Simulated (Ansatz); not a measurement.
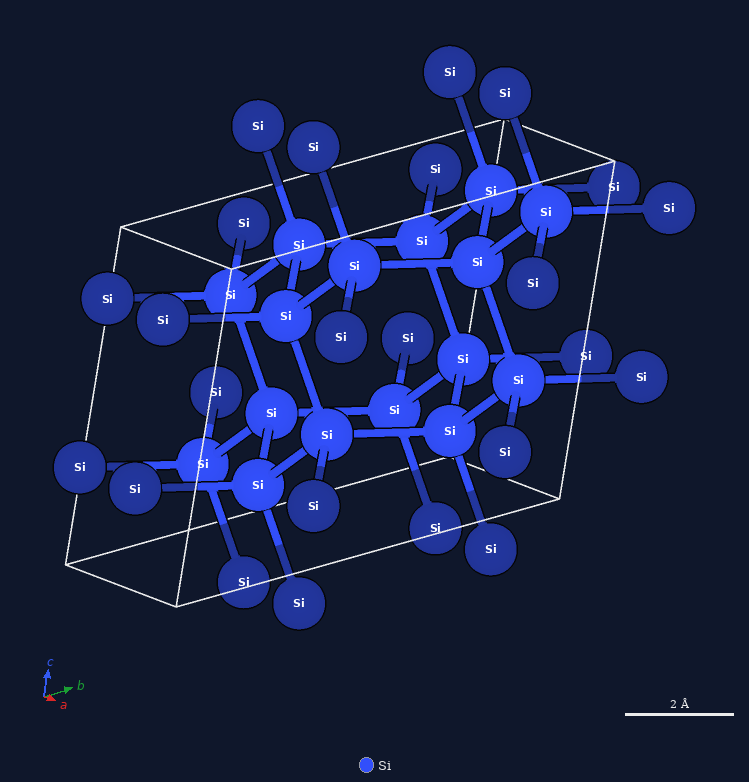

Fig. 1: The structure as given in the input (ball-and-stick view of the cell of the calculation, seen slightly off an axis; neighbours outside the cell are drawn fainter).

Run report: Si, single-point calculation

- system: Si (Fd-3m, 16 atoms in the cell)
- method: DFT PBE, scalar-relativistic, plane waves, PAW, no spin polarisation (Ansatz 0.2.0)

The structure derives from an entry of the Crystallography Open Database.

### The program's output
```
Engine: ansatz 0.2.0, x86_64-unknown-linux-gnu
Pseudopotentials: kind: paw
Pseudopotential: Si, paw, valence charge 4, recommended cutoff 420 eV (normal), Si.paw.azcp
Functional definition: PBE
  parameter kappa = 0.804
  parameter beta = 0.06672455060314922
  exchange = pbe_x(kappa = kappa, mu = beta*pi^2/3)
  correlation = pbe_c(beta = beta)
Crystal: 16 atoms, lattice volume = 327.277 Å³
Basis set: ecut = 420 eV, 6375 PW (Γ), exchange–correlation on 108×108×108 points (8 copies of the dense FFT grid, shifted against one another)
Bands: 48, of which v1, the nominal top of the filled ones, is band 32 counted from 1 (31 counted from 0)
Symmetry: 384 space group operations
Space group: Fd-3m (ITA 227), of the structure as read, at distance tolerance 6.9e-5 Å
k-points: 3 of 8
Non-local potential: Si, projectors of the file, l = 0: 2, l = 1: 2, l = 2: 2
PAW form: soft (Blöchl's): semilocal exchange-correlation on the pseudo side does not see the compensation charge
PAW one-centre angular grid: Si, 110 points (default); XC on 64 Gauss nodes
Initial density: superposition of atomic densities (neutral atoms: chi_scale 0, normalization atom), corrected by the library's trained network
Initial wavefunctions: pseudopotential atomic-orbital guess
Functional: x = pbe(κ = 0.804, μ = 0.2195149727645171), c = pbe(β = 0.06672455060314922)
SCF iter   1: F=—  HF=-10171.484567 eV  |F-HF|=—  |Δ(HF+E_count)|=         —  Δρ=1.45e-3  dr2=1.12e-2  ethr=1.77e-3  ⟨swp⟩=10.0  Hψ=764  notcnv=0  defer=4
preconditioner: auto → Resta (q_TF=auto, 2.079 Å⁻¹)  ε∞=5.4  [insulator: Δε(μ)=0.748 eV  Ē_g=7.871 eV  σ=0.010 eV  W_gap=1.00  n_scr=58 (ndim 8)  ℏωp=16.4 eV  f_vac=0.000  D(μ)=0.00/eV (n_scr^D=0)  ε∞_Penn≈5.4]
SCF iter   2: F=—  HF=-10171.484212 eV  |F-HF|=—  |Δ(HF+E_count)|=   3.55e-4  Δρ=9.61e-4  dr2=5.25e-3  ethr=1.75e-5  ⟨swp⟩=2.0  Hψ=276  notcnv=0  defer=21
SCF iter   3: F=—  HF=-10171.483639 eV  |F-HF|=—  |Δ(HF+E_count)|=   5.73e-4  Δρ=3.02e-4  dr2=2.18e-4  ethr=8.21e-6  ⟨swp⟩=2.3  Hψ=246  notcnv=0  defer=22
SCF iter   4: F=—  HF=-10171.483638 eV  |F-HF|=—  |Δ(HF+E_count)|=   9.21e-7  Δρ=5.80e-5  dr2=1.21e-5  ethr=3.40e-7  ⟨swp⟩=3.0  Hψ=232  notcnv=0  defer=22
SCF iter   5: F=—  HF=-10171.483590 eV  |F-HF|=—  |Δ(HF+E_count)|=   4.82e-5  Δρ=9.56e-6  dr2=4.58e-7  ethr=1.89e-8  ⟨swp⟩=2.3  Hψ=214  notcnv=0  defer=22
SCF iter   6: F=-10171.483591 eV  HF=-10171.483591 eV  |F-HF|=7.38e-9  |Δ(HF+E_count)|=   1.07e-6  Δρ=1.60e-6  dr2=1.37e-8  ethr=1.56e-10  ⟨swp⟩=25.0  Hψ=1195  notcnv=0
SCF 1 converged in 6 iterations: F = -10171.483591 eV  dr2 = 1.37e-8
  greatest PAW one-centre occupation: 0.624 electrons in one spin orbital (limit 2), on the Si atom at site 15 (counted from 0), in its partial waves of l = 0
SCF converged after 6 iterations
Free energy (F): -10171.483591 eV
Harris-Foulkes:  -10171.483591 eV  (|F-HF|=7.38e-9)
Internal energy: -10171.483591 eV  (E = F + TS)
E sigma→0 (E₀):  -10171.483591 eV
Fermi energy:    6.416425 eV
--- Per-component energies (eV) ---
  E_band       = 68.059561
  E_kinetic    = 646.077401
  E_local      = -452.846600  (includes V_loc(G=0)·N_el)
  E_nonlocal   = 413.061050
  E_hartree    = 123.968324
  E_xc         = -881.265480
  E_vxc        = -745.778503  (∫ρ·V_xc dr)
  E_paw        = -8205.251939  (= ΣΔE_a)
  E_vpaw       = -40.388343  (= ΣTr[D̂ρ^β])
  E_aug_tail   = 0.000100  (compensation charges beyond the density's cutoff)
  E_ewald      = -1815.226447
  E_smearing   = -0.000000  (= −TS)
  E_closure    = 0.000000  (closes the sum)
  Σ components = -10171.483591   (vs F -10171.483591, Δ=0.00e0)
--- Forces (eV/Å), atoms counted from 1 ---
  atom   1  Si    -0.00000000    -0.00000000    -0.00000000
  atom   2  Si    -0.00000000     0.00000000    -0.00000000
  atom   3  Si     0.00000000    -0.00000000    -0.00000000
  atom   4  Si    -0.00000000     0.00000000    -0.00000000
  atom   5  Si     0.00000000     0.00000000     0.00000000
  atom   6  Si     0.00000000    -0.00000000    -0.00000000
  atom   7  Si     0.00000000     0.00000000    -0.00000000
  atom   8  Si    -0.00000000     0.00000000    -0.00000000
  atom   9  Si     0.00000000     0.00000000     0.00000000
  atom  10  Si     0.00000000     0.00000000    -0.00000000
  atom  11  Si     0.00000000     0.00000000    -0.00000000
  atom  12  Si     0.00000000     0.00000000    -0.00000000
  atom  13  Si     0.00000000    -0.00000000    -0.00000000
  atom  14  Si     0.00000000     0.00000000    -0.00000000
  atom  15  Si     0.00000000     0.00000000    -0.00000000
  atom  16  Si     0.00000000     0.00000000     0.00000000
  max |Σ_I F_I| component: 4.41e-16 eV/Å
--- Stress (GPa, compression-positive) ---
        0.602714       0.000000      -0.000000
        0.000000       0.602714      -0.000000
       -0.000000      -0.000000       0.602714
  P = ⅓ Tr σ = 0.6027 GPa (6.027 kbar)
--- Band table (eV) ---
  k-point 0: bands = ["-5.7738", "-3.4937", "-3.4937", "-3.4937", "-3.4937", "-1.7038", "-1.7038", "-1.7038", "-1.7038", "-1.7038", "-1.7038", "-0.8292", "-0.8292", "-0.8292", "-0.8292", "3.2450", "3.2450", "3.2450", "3.2450", "3.2450", "3.2450", "4.8656", "4.8656", "4.8656", "4.8656", "4.8656", "4.8656", "4.8656", "4.8656", "6.0495", "6.0495", "6.0495", "6.7834", "6.7834", "6.7834", "6.7834", "6.7834", "6.7834", "7.5030", "7.5030", "7.5030", "7.5030", "8.5835", "8.5835", "8.5835", "9.1716", "9.3762", "9.3762"]
  k-point 1: bands = ["-4.9887", "-4.9887", "-3.1086", "-3.1086", "-3.1086", "-3.1086", "-3.1086", "-3.1086", "-0.2813", "-0.2813", "-0.2813", "-0.2813", "-0.2813", "-0.2813", "2.1553", "2.1553", "2.5758", "2.5758", "2.5758", "2.5758", "2.5758", "2.5758", "3.8808", "3.8808", "3.8808", "3.8808", "3.8808", "3.8808", "5.3000", "5.3000", "5.3000", "5.3000", "7.5732", "7.5732", "7.5732", "7.5732", "7.5732", "7.5732", "7.9940", "7.9940", "9.5188", "9.5188", "9.5188", "9.5188", "10.4665", "10.4665", "10.4665", "10.4665"]
  k-point 2: bands = ["-4.7110", "-4.7110", "-3.7689", "-3.7689", "-3.7689", "-3.7689", "-1.5486", "-1.5486", "-1.5486", "-1.5486", "0.6036", "0.6036", "0.6036", "0.6036", "2.2757", "2.2757", "2.2757", "2.2757", "2.3682", "2.3682", "2.3682", "2.3682", "2.5269", "2.5269", "4.1922", "4.1922", "4.1922", "4.1922", "4.7409", "4.7409", "4.7409", "4.7409", "7.1825", "7.1825", "8.4681", "8.4681", "8.4681", "8.4681", "9.1655", "9.1655", "10.3086", "10.3086", "10.3086", "10.3086", "10.7751", "10.7751", "10.7751", "10.7751"]
```

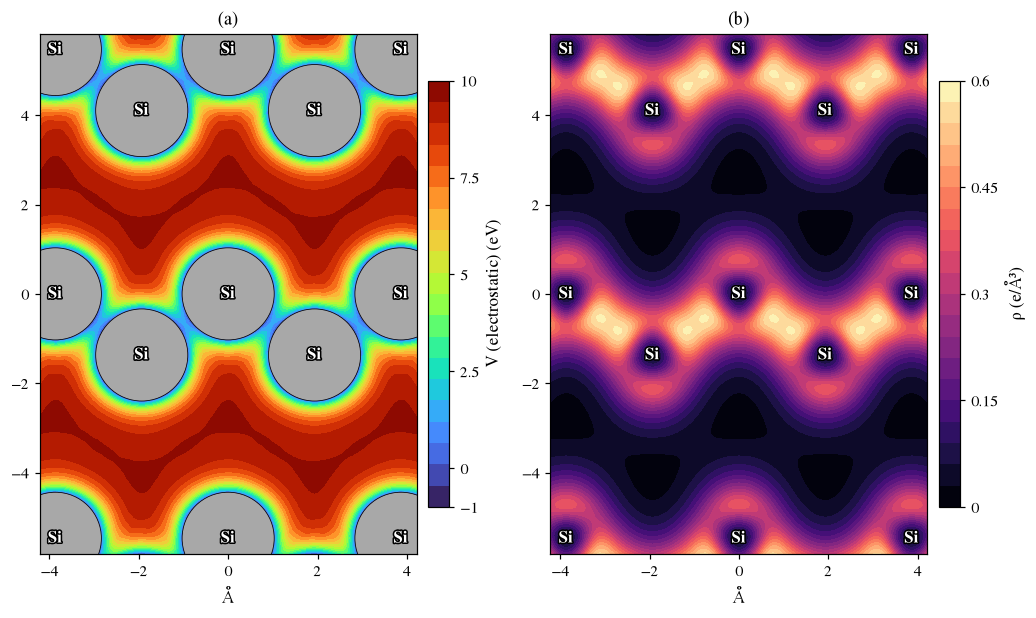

Fig. 2: (a) electrostatic potential (local pseudopotential plus Hartree) felt by an electron; (b) valence electron density on the (11̄0) plane of the calculation cell. Grey discs, where drawn, cover atomic cores. Atoms in the plane: Si. Si–Si (2.37 Å): ρ at the midpoint is about 0.57 e/Å³, a local maximum along the line. Away from the nuclei the density in this plane falls to 0.02 e/Å³ at its lowest. Outside the cores the potential energy rises away from the atoms and is highest about 2.4 Å from the nearest atoms; outside the discs it spans about 10 eV, and its zero is arbitrary. The fields are those of the smooth PAW valence density.

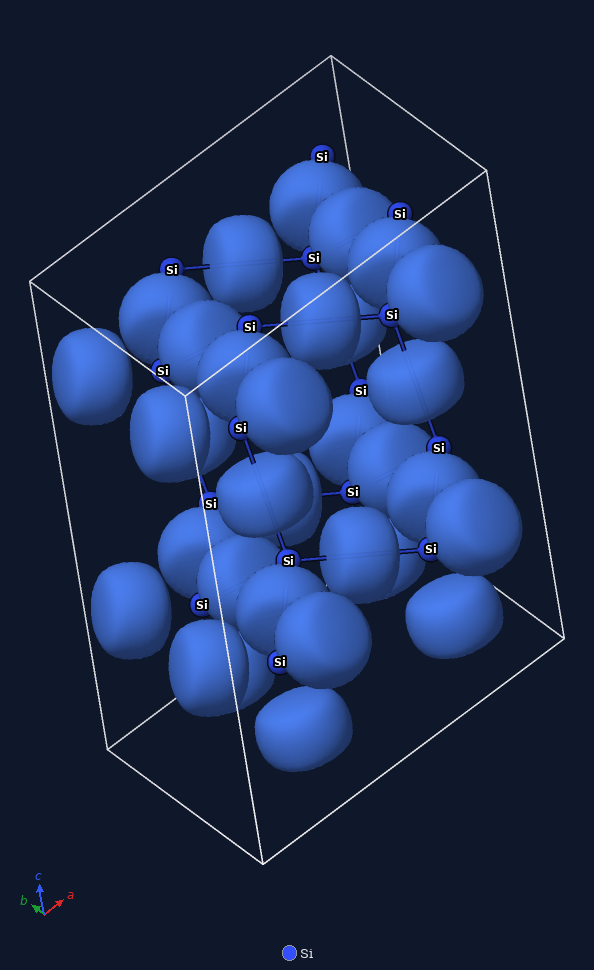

Fig. 3: Isosurface of the electron localisation function at 0.75 (blue), seen slightly off an axis. Core shells and regions of very low density are left out. Sticks mark near contacts. The outline is the calculation cell.

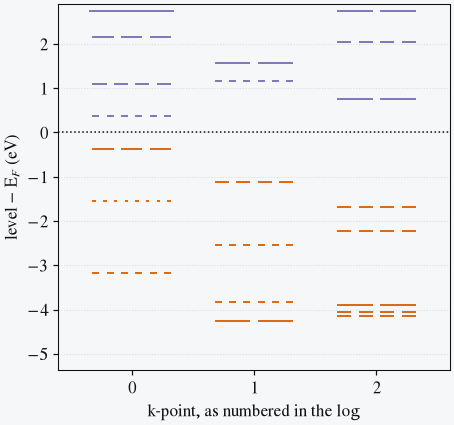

Fig. 4: Kohn–Sham levels near the Fermi level (dotted) at the few k-points that the log prints; levels within 0.02 eV of each other stand side by side. Among these points the highest filled and lowest empty levels are 0.73 eV apart, which is the gap on the mesh.

The run was set up as follows.

### Input file
```yaml
crystal:
  lattice:
    - [0.0, 5.4696766497, 5.4696766497]
    - [5.4696766497, 0.0, 5.4696766497]
    - [5.4696766497, 5.4696766497, 0.0]
  atoms:
    - { symbol: Si, position: [0.375, 0.375, 0.375] }
    - { symbol: Si, position: [0.375, 0.375, 0.875] }
    - { symbol: Si, position: [0.375, 0.875, 0.375] }
    - { symbol: Si, position: [0.375, 0.875, 0.875] }
    - { symbol: Si, position: [0.875, 0.375, 0.375] }
    - { symbol: Si, position: [0.875, 0.375, 0.875] }
    - { symbol: Si, position: [0.875, 0.875, 0.375] }
    - { symbol: Si, position: [0.875, 0.875, 0.875] }
    - { symbol: Si, position: [0.25, 0.25, 0.25] }
    - { symbol: Si, position: [0.25, 0.25, 0.75] }
    - { symbol: Si, position: [0.25, 0.75, 0.25] }
    - { symbol: Si, position: [0.25, 0.75, 0.75] }
    - { symbol: Si, position: [0.75, 0.25, 0.25] }
    - { symbol: Si, position: [0.75, 0.25, 0.75] }
    - { symbol: Si, position: [0.75, 0.75, 0.25] }
    - { symbol: Si, position: [0.75, 0.75, 0.75] }
basis:
  ecutwfc: 420
  xc_grid: 2
kpoints:
  mp_grid: { grid: [2, 2, 2], shift: [0.0, 0.0, 0.0] }
hamiltonian:
  xc: pbe
scf:
  occupations: { method: gaussian, width: 0.01 }
output:
  forces: true
  stress: true
  eigenvalues: true
  write_density: true
  write_potential: true
  elf: true
  volumetric_format: npy
```

Launch command:
```bash
ansatz run input.yaml --threads 2 --pin off --max-ram 5120MiB --backend cpu --events-out ev --progress --plain --runs-dir out
```

### Results in brief

| quantity | value |
| --- | --- |
| outcome | converged |
| space group (tolerance 0.01 Å) | Fd-3m (227) |
| electrons treated | 64 |
| free energy | −10171.4836 eV |
| Fermi energy | 6.416 eV |
| gap on the k-point mesh | 0.73 eV |
| pressure | 0.60 GPa |
| largest force (length of the vector) | under 0.001 eV/Å |
| hardware | 2 threads of Intel Xeon @ 2.70GHz, 189 GiB of memory available, shared host |
| wall time | 2.9 s (CPU time 4.9 s) |
| peak memory | 0.6 GiB |
